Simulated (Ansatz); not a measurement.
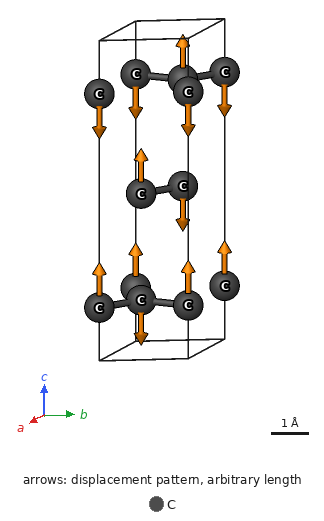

Normal modes of a crystal of C relaxed at 8 GPa, at the zone centre. The optical levels lie at 854, 1618 (×2) cm⁻¹. One mode is drawn. The orange arrows give the relative displacements of the atoms. The picture is a ball-and-stick view of the conventional cell (3 times the calculation's cell), seen slightly off an axis. Lengths and directions refer to the drawn axes.

Theory: Ansatz, DFT PBEsol, scalar-relativistic, plane waves, PAW. (plane-wave cutoff 420 eV; k-point mesh 18 × 18 × 18; occupations fixed; target pressure 8 GPa; no spin polarisation)

Frequencies are those without the non-analytic (LO–TO) term.

Which of these frequencies is the drawn mode's?

The level at 854 cm⁻¹. This is the A₁g mode, the lowest optical level, Raman-active by symmetry. All motion is along c; atoms of one kind move against one another, with no net shift of their sublattice; the C–C bond lengths don't change to first order, so for these it is a bending, tilting or sliding motion.

Limits of the set-up: layers or molecules are held without a dispersion correction, so their spacing is unreliable.
